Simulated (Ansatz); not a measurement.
# Geometry relaxation, with input and output: W (part 1 of 2)

W (I4₁/amd, 2 atoms in the cell), computed with DFT, PBE, PAW with Ansatz's default frozen-core files, scalar-relativistic, no spin polarisation (Ansatz 0.2.0).

The structure was built on a prototype by a generator; it need not be a known phase. Its volume is 0.72 times that of the source entry. It belongs to a series of runs on one base structure; here: beta_tin relaxed under pressure, PAW files.

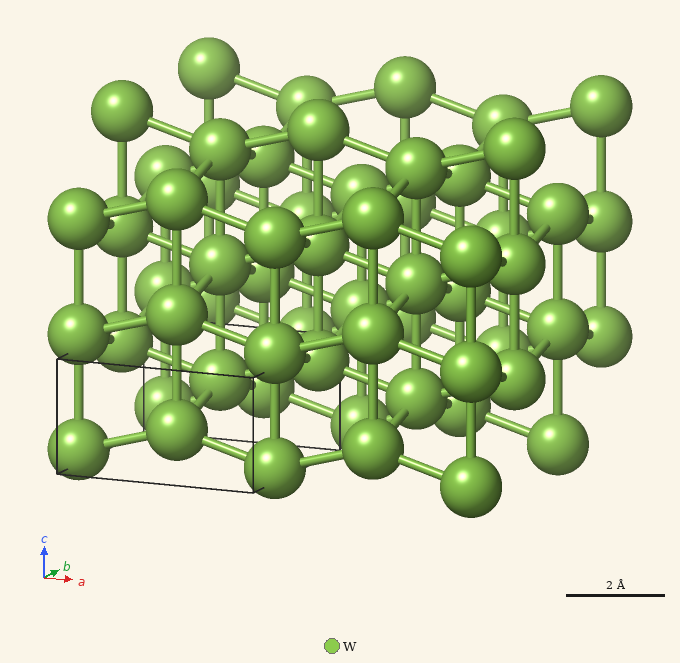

Figure 1. The starting structure (ball-and-stick view of the cell 2 times as large as that of the calculation, set on its symmetry axes, repeated 2 × 2 × 3, seen slightly off an axis). Near neighbours in the crystal (not all of them lie inside the picture): W has 6 W at 2.29 to 2.43 Å.

## Results in brief

| quantity | value |
| --- | --- |
| outcome | converged |
| space group (tolerance 0.01 Å) | I4₁/amd (141) |
| electrons treated | 28 |
| free energy | −20762.6127 eV |
| Fermi energy | 30.619 eV |
| pressure | 190.03 GPa |
| final volume | 24.06 Å³ |
| largest force (length of the vector) at the end | under 0.001 eV/Å |
| final cell | a = 3.396 Å, b = 3.396 Å, c = 3.396 Å, α = 97.03°, β = 97.03°, γ = 139.04° |
| hardware | 1 thread of AMD EPYC (Zen 5), 64 GiB of memory available, shared host |
| wall time | 26 s |
| peak memory | 0.55 GiB |

## Remarks

Spin–orbit coupling is left out, which matters for W. The cell was relaxed to the target pressure of the input; what is minimised is then the enthalpy E + pV.

## The input
```yaml
crystal:
  lattice:
    - [-2.2095255615, 2.2095255615, 1.2152390588]
    - [2.2095255615, -2.2095255615, 1.2152390588]
    - [2.2095255615, 2.2095255615, -1.2152390588]
  atoms:
    - { symbol: W, position: [-0.375, -0.125, -0.25] }
    - { symbol: W, position: [0.375, 0.125, 0.25] }
kpoints:
  mp_grid: { grid: [18, 18, 18] }
scf:
  occupations: { method: fermi_dirac, width: 0.1 }
hamiltonian:
  xc: pbe
  pseudopotentials: { kind: paw }
output:
  forces: true
  stress: true
  eigenvalues: true
  write_density: true
  write_potential: true
  elf: true
  volumetric_format: npy
relax:
  f_tol: 0.005
  max_steps: 40
  cell: { p_target: 190.0, stress_tol: 0.095 }
```

Launched with:
```bash
ansatz run input.yaml --threads 1 --pin off --max-ram 3584MiB --backend cpu --events-out ev --progress --plain --runs-dir out
```

## Output
```
Engine: ansatz 0.2.0, x86_64-unknown-linux-gnu
Pseudopotentials: kind: paw
Pseudopotential: W, paw, valence charge 14, recommended cutoff 420 eV (normal), W.paw.azcp
Functional definition: PBE
  parameter kappa = 0.804
  parameter beta = 0.06672455060314922
  exchange = pbe_x(kappa = kappa, mu = beta*pi^2/3)
  correlation = pbe_c(beta = beta)
Crystal: 2 atoms, lattice volume = 23.731 Å³
Basis set: ecut = 420 eV, 453 PW (Γ), exchange–correlation on 48×48×48 points (8 copies of the dense FFT grid, shifted against one another)
Bands: 18, of which v1, the nominal top of the filled ones, is band 14 counted from 1 (13 counted from 0)
Symmetry: 16 space group operations
Space group: I41/amd (ITA 141), of the structure as read, at distance tolerance 2.9e-5 Å
k-points: 480 of 5832
Non-local potential: W, projectors of the file, l = 0: 3, l = 1: 2, l = 2: 2, l = 3: 1
PAW form: soft (Blöchl's): semilocal exchange-correlation on the pseudo side does not see the compensation charge
PAW one-centre angular grid: W, 590 points (default); XC on 64 Gauss nodes
Initial density: superposition of atomic densities (neutral atoms: chi_scale 0, normalization atom), corrected by the library's trained network
Initial wavefunctions: pseudopotential atomic-orbital guess
Functional: x = pbe(κ = 0.804, μ = 0.2195149727645171), c = pbe(β = 0.06672455060314922)
SCF iter   1: F=—  HF=-20762.146175 eV  |F-HF|=—  |Δ(HF+E_count)|=         —  Δρ=1.41e-2  dr2=2.75e-2  ethr=1.77e-3  ⟨swp⟩=5.3  Hψ=43026  notcnv=0
preconditioner: auto → none  [metal: Δε(μ)=0.008 eV  Ē_g=7.584 eV  σ=0.100 eV  W_gap=0.02  n_scr=4 (ndim 8)  ℏωp=26.4 eV  f_vac=0.000  D(μ)=1.13/eV (n_scr^D=8)  sad-step TF]
SCF iter   2: F=—  HF=-20762.141328 eV  |F-HF|=—  |Δ(HF+E_count)|=   4.85e-3  Δρ=8.59e-3  dr2=1.10e-2  ethr=9.82e-5  ⟨swp⟩=1.0  Hψ=12480  notcnv=0
SCF iter   3: F=—  HF=-20762.137896 eV  |F-HF|=—  |Δ(HF+E_count)|=   3.43e-3  Δρ=4.96e-4  dr2=1.65e-5  ethr=3.93e-5  ⟨swp⟩=2.2  Hψ=11449  notcnv=0
SCF iter   4: F=—  HF=-20762.137903 eV  |F-HF|=—  |Δ(HF+E_count)|=   6.86e-6  Δρ=6.69e-5  dr2=7.43e-7  ethr=5.90e-8  ⟨swp⟩=2.1  Hψ=14382  notcnv=0
iter 5 did not close the SCF: its close was put off for the readings that it lacked (scf_convergence_deferred on its scf_iter line)
SCF iter   5: F=-20762.137903 eV  HF=-20762.137903 eV  |F-HF|=3.48e-9  |Δ(HF+E_count)|=   1.96e-7  Δρ=1.23e-5  dr2=1.21e-8  ethr=2.65e-9  ⟨swp⟩=2.1  Hψ=14743  notcnv=0
SCF iter   6: F=-20762.137903 eV  HF=-20762.137903 eV  |F-HF|=5.09e-11  |Δ(HF+E_count)|=  5.17e-10  Δρ=2.28e-6  dr2=3.17e-10  ethr=4.33e-11  ⟨swp⟩=6.6  Hψ=53601  notcnv=0
SCF 1 converged in 6 iterations: F = -20762.137903 eV  dr2 = 3.17e-10
  greatest PAW one-centre occupation: 0.999 electrons in one spin orbital (limit 2), on the W atom at site 1 (counted from 0), in its partial waves of l = 0
relax step   1: F+E_penalty+E_count = -20762.13790295 eV  Δ(F+E_penalty+E_count) = +0.000e0 eV  max|allowed force component| = 1.735e-18 eV/Å  Δτ_max = 0.0000 Å  P = +203.540 GPa  Ω = 23.731 Å³  (6 SCF iters, dr2 threshold 1.00e-7 eV, accepted)
Crystal: 2 atoms, lattice volume = 24.621 Å³
Basis set: ecut = 420 eV, 467 PW (Γ), exchange–correlation on 48×48×48 points (8 copies of the dense FFT grid, shifted against one another)
Initial density: handed on by an earlier stage of this run
Initial wavefunctions: those handed on with the density
iter 1 solved again at ethr=7.50e-5 eV; its pass at ethr=3.10e-3 eV (dr2=2.10e-2 eV) is discarded
SCF iter   1: F=—  HF=-20763.250404 eV  |F-HF|=—  |Δ(HF+E_count)|=         —  Δρ=9.99e-3  dr2=2.20e-2  ethr=7.50e-5  ⟨swp⟩=1.0  Hψ=51417  notcnv=0
preconditioner: auto → none  [metal: Δε(μ)=0.002 eV  Ē_g=7.332 eV  σ=0.100 eV  W_gap=0.00  n_scr=8 (ndim 8)  ℏωp=25.9 eV  f_vac=0.000  D(μ)=1.04/eV (n_scr^D=8)]
SCF iter   2: F=—  HF=-20763.241928 eV  |F-HF|=—  |Δ(HF+E_count)|=   8.48e-3  Δρ=3.04e-3  dr2=1.57e-3  ethr=7.50e-5  ⟨swp⟩=2.5  Hψ=13505  notcnv=0
SCF iter   3: F=—  HF=-20763.241475 eV  |F-HF|=—  |Δ(HF+E_count)|=   4.53e-4  Δρ=5.19e-4  dr2=1.40e-5  ethr=5.59e-6  ⟨swp⟩=2.6  Hψ=13887  notcnv=0
SCF iter   4: F=—  HF=-20763.241486 eV  |F-HF|=—  |Δ(HF+E_count)|=   1.05e-5  Δρ=2.50e-5  dr2=5.82e-8  ethr=5.02e-8  ⟨swp⟩=2.6  Hψ=15179  notcnv=0
iter 5 did not close the SCF: its close was put off for the readings that it lacked (scf_convergence_deferred on its scf_iter line)
SCF iter   5: F=-20763.241486 eV  HF=-20763.241486 eV  |F-HF|=1.50e-9  |Δ(HF+E_count)|=   5.82e-9  Δρ=5.18e-6  dr2=3.54e-9  ethr=2.08e-10  ⟨swp⟩=2.0  Hψ=14509  notcnv=0
SCF iter   6: F=-20763.241486 eV  HF=-20763.241486 eV  |F-HF|=2.91e-11  |Δ(HF+E_count)|=  5.71e-10  Δρ=8.07e-7  dr2=7.88e-11  ethr=1.27e-11  ⟨swp⟩=5.5  Hψ=49147  notcnv=0
SCF 2 converged in 6 iterations: F = -20763.241486 eV  dr2 = 7.88e-11
relax step   2: F+E_penalty+E_count = -20763.24148560 eV  Δ(F+E_penalty+E_count) = -1.104e0 eV  max|allowed force component| = 3.469e-18 eV/Å  Δτ_max = 0.0000 Å  P = +170.406 GPa  Ω = 24.621 Å³  energy of the carried Pulay correction = -6.600e-4 eV  (6 SCF iters, dr2 threshold 2.00e-7 eV, accepted)
Crystal: 2 atoms, lattice volume = 24.106 Å³
iter 1 solved again at ethr=3.16e-6 eV; its pass at ethr=3.10e-3 eV (dr2=8.84e-4 eV) is discarded
SCF iter   1: F=—  HF=-20762.669850 eV  |F-HF|=—  |Δ(HF+E_count)|=         —  Δρ=2.18e-3  dr2=9.19e-4  ethr=3.16e-6  ⟨swp⟩=2.1  Hψ=54395  notcnv=0
preconditioner: auto → none  [metal: Δε(μ)=0.009 eV  Ē_g=7.487 eV  σ=0.100 eV  W_gap=0.02  n_scr=8 (ndim 8)  ℏωp=26.2 eV  f_vac=0.000  D(μ)=1.03/eV (n_scr^D=4)]
SCF iter   2: F=—  HF=-20762.669572 eV  |F-HF|=—  |Δ(HF+E_count)|=   2.78e-4  Δρ=7.30e-4  dr2=7.37e-5  ethr=3.16e-6  ⟨swp⟩=2.6  Hψ=14143  notcnv=0
SCF iter   3: F=—  HF=-20762.669573 eV  |F-HF|=—  |Δ(HF+E_count)|=   3.69e-7  Δρ=1.25e-4  dr2=9.52e-7  ethr=2.63e-7  ⟨swp⟩=2.9  Hψ=15246  notcnv=0
iter 4 did not close the SCF: its close was put off for the readings that it lacked (scf_convergence_deferred on its scf_iter line)
SCF iter   4: F=-20762.669574 eV  HF=-20762.669575 eV  |F-HF|=9.61e-9  |Δ(HF+E_count)|=   1.81e-6  Δρ=8.64e-6  dr2=1.39e-8  ethr=3.40e-9  ⟨swp⟩=2.1  Hψ=14250  notcnv=0
iter 5 did not close the SCF: its close was put off for the readings that it lacked (scf_convergence_deferred on its scf_iter line)
SCF iter   5: F=-20762.669575 eV  HF=-20762.669575 eV  |F-HF|=3.02e-10  |Δ(HF+E_count)|=   5.27e-9  Δρ=2.45e-6  dr2=3.42e-10  ethr=4.98e-11  ⟨swp⟩=2.0  Hψ=14465  notcnv=0
SCF iter   6: F=-20762.669575 eV  HF=-20762.669575 eV  |F-HF|=0.00e0  |Δ(HF+E_count)|=  3.38e-10  Δρ=3.66e-7  dr2=9.27e-12  ethr=1.22e-12  ⟨swp⟩=4.7  Hψ=42806  notcnv=0
SCF 3 converged in 6 iterations: F = -20762.669575 eV  dr2 = 9.27e-12
relax step   3: F+E_penalty+E_count = -20762.66957450 eV  Δ(F+E_penalty+E_count) = +5.719e-1 eV  max|allowed force component| = 2.776e-17 eV/Å  Δτ_max = 0.0000 Å  P = +188.265 GPa  Ω = 24.106 Å³  energy of the carried Pulay correction = -2.544e-4 eV  (6 SCF iters, dr2 threshold 2.00e-7 eV, accepted)
Crystal: 2 atoms, lattice volume = 24.057 Å³
Basis set: ecut = 420 eV, 451 PW (Γ), exchange–correlation on 48×48×48 points (8 copies of the dense FFT grid, shifted against one another)
iter 1 solved again at ethr=1.65e-8 eV; its pass at ethr=3.10e-3 eV (dr2=4.61e-6 eV) is discarded
SCF iter   1: F=—  HF=-20762.612413 eV  |F-HF|=—  |Δ(HF+E_count)|=         —  Δρ=1.11e-4  dr2=2.12e-6  ethr=1.65e-8  ⟨swp⟩=2.9  Hψ=50933  notcnv=0
preconditioner: auto → none  [metal: Δε(μ)=0.002 eV  Ē_g=7.504 eV  σ=0.100 eV  W_gap=0.01  n_scr=8 (ndim 8)  ℏωp=26.2 eV  f_vac=0.000  D(μ)=1.03/eV (n_scr^D=4)]
SCF iter   2: F=—  HF=-20762.612412 eV  |F-HF|=—  |Δ(HF+E_count)|=   1.22e-6  Δρ=4.75e-5  dr2=2.60e-7  ethr=7.57e-9  ⟨swp⟩=2.4  Hψ=13576  notcnv=0
iter 3 did not close the SCF: its close was put off for the readings that it lacked (scf_convergence_deferred on its scf_iter line)
SCF iter   3: F=-20762.612412 eV  HF=-20762.612412 eV  |F-HF|=6.35e-9  |Δ(HF+E_count)|=   1.82e-7  Δρ=5.69e-6  dr2=3.14e-9  ethr=9.28e-10  ⟨swp⟩=2.2  Hψ=13587  notcnv=0
iter 4 did not close the SCF: its close was put off for the readings that it lacked (scf_convergence_deferred on its scf_iter line)
SCF iter   4: F=-20762.612412 eV  HF=-20762.612412 eV  |F-HF|=5.46e-11  |Δ(HF+E_count)|=   6.33e-9  Δρ=7.00e-7  dr2=3.19e-11  ethr=1.12e-11  ⟨swp⟩=2.0  Hψ=15111  notcnv=0
iter 5 did not close the SCF: its close was put off for the readings that it lacked (scf_convergence_deferred on its scf_iter line)
SCF iter   5: F=-20762.612412 eV  HF=-20762.612412 eV  |F-HF|=3.64e-12  |Δ(HF+E_count)|=  6.91e-11  Δρ=8.29e-8  dr2=7.52e-13  ethr=1.00e-12  ⟨swp⟩=1.0  Hψ=8641  notcnv=0
SCF iter   6: F=-20762.612412 eV  HF=-20762.612412 eV  |F-HF|=1.46e-11  |Δ(HF+E_count)|=  1.09e-11  Δρ=1.14e-8  dr2=7.47e-15  ethr=1.00e-12  ⟨swp⟩=4.2  Hψ=34612  notcnv=0
SCF 4 converged in 6 iterations: F = -20762.612412 eV  dr2 = 7.47e-15
relax step   4: F+E_penalty+E_count = -20762.61241232 eV  Δ(F+E_penalty+E_count) = +5.716e-2 eV  max|allowed force component| = 2.168e-19 eV/Å  Δτ_max = 0.0000 Å  P = +190.032 GPa  Ω = 24.057 Å³  energy of the carried Pulay correction = -2.144e-4 eV  (6 SCF iters, dr2 threshold 2.00e-7 eV, accepted)
Initial wavefunctions: pseudopotential atomic-orbital guess (no wavefunctions were taken with the density)
iter 1 solved again at ethr=2.07e-8 eV; its pass at ethr=3.10e-3 eV (dr2=5.80e-6 eV) is discarded
SCF iter   1: F=—  HF=-20762.612692 eV  |F-HF|=—  |Δ(HF+E_count)|=         —  Δρ=1.65e-4  dr2=4.14e-7  ethr=2.07e-8  ⟨swp⟩=3.6  Hψ=65147  notcnv=0
preconditioner: auto → none  [metal: Δε(μ)=0.002 eV  Ē_g=7.505 eV  σ=0.100 eV  W_gap=0.00  n_scr=8 (ndim 8)  ℏωp=26.2 eV  f_vac=0.000  D(μ)=1.03/eV (n_scr^D=4)]
SCF iter   2: F=—  HF=-20762.612695 eV  |F-HF|=—  |Δ(HF+E_count)|=   2.98e-6  Δρ=8.16e-5  dr2=9.53e-8  ethr=1.48e-9  ⟨swp⟩=1.3  Hψ=9070  notcnv=0
SCF iter   3: F=—  HF=-20762.612696 eV  |F-HF|=—  |Δ(HF+E_count)|=   1.33e-6  Δρ=3.35e-6  dr2=4.20e-10  ethr=3.40e-10  ⟨swp⟩=2.5  Hψ=14751  notcnv=0
iter 4 did not close the SCF: its close was put off for the readings that it lacked (scf_convergence_deferred on its scf_iter line)
SCF iter   4: F=-20762.612696 eV  HF=-20762.612696 eV  |F-HF|=2.91e-11  |Δ(HF+E_count)|=   1.82e-9  Δρ=5.84e-7  dr2=1.64e-11  ethr=1.50e-12  ⟨swp⟩=2.8  Hψ=15591  notcnv=0
iter 5 did not close the SCF: its close was put off for the readings that it lacked (scf_convergence_deferred on its scf_iter line)
SCF iter   5: F=-20762.612696 eV  HF=-20762.612696 eV  |F-HF|=0.00e0  |Δ(HF+E_count)|=  1.46e-11  Δρ=5.17e-8  dr2=2.83e-13  ethr=1.00e-12  ⟨swp⟩=1.0  Hψ=8640  notcnv=0
iter 6 did not close the SCF: its close was put off for the readings that it lacked (scf_convergence_deferred on its scf_iter line)
SCF iter   6: F=-20762.612696 eV  HF=-20762.612696 eV  |F-HF|=3.64e-12  |Δ(HF+E_count)|=  1.09e-11  Δρ=1.23e-8  dr2=5.50e-15  ethr=1.00e-12  ⟨swp⟩=1.0  Hψ=8640  notcnv=0
iter 7 did not close the SCF: its close was put off for the readings that it lacked (scf_convergence_deferred on its scf_iter line)
SCF iter   7: F=-20762.612696 eV  HF=-20762.612696 eV  |F-HF|=7.28e-12  |Δ(HF+E_count)|=  1.09e-11  Δρ=1.71e-9  dr2=4.94e-16  ethr=1.00e-12  ⟨swp⟩=1.0  Hψ=8640  notcnv=0
SCF iter   8: F=-20762.612696 eV  HF=-20762.612696 eV  |F-HF|=0.00e0  |Δ(HF+E_count)|=  1.46e-11  Δρ=3.90e-10  dr2=6.51e-18  ethr=1.00e-12  ⟨swp⟩=3.2  Hψ=24571  notcnv=0
SCF 5 converged in 8 iterations: F = -20762.612696 eV  dr2 = 6.51e-18
relax step   5: F+E_penalty+E_count = -20762.61269634 eV  Δ(F+E_penalty+E_count) = -2.840e-4 eV  max|allowed force component| = 6.939e-18 eV/Å  Δτ_max = 0.0000 Å  P = +190.026 GPa  Ω = 24.057 Å³  stress off target by 6.24e-2 GPa  SCF on the basis re-selected at this cell (its energy is not comparable with the rows above)  (8 SCF iters)
```

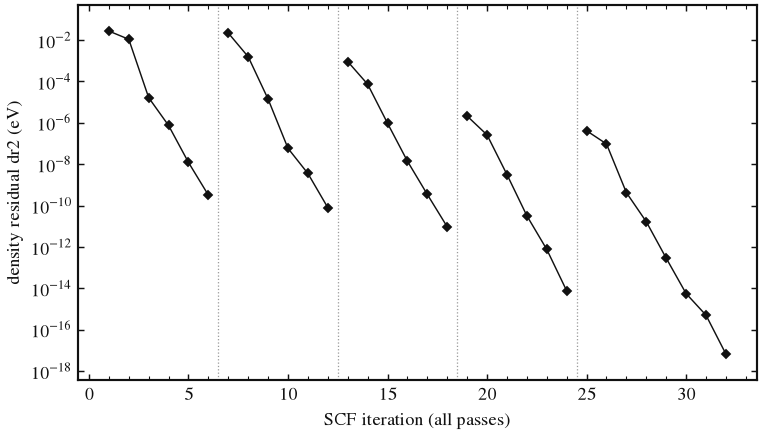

Figure 2. Convergence of the self-consistent field: density residual dr2 against the SCF iteration. The dotted lines part the SCF passes of the relaxation: geometry steps, rejected trials and re-solves on a re-selected basis. The 5 passes take 6 to 8 iterations each, 32 in all.
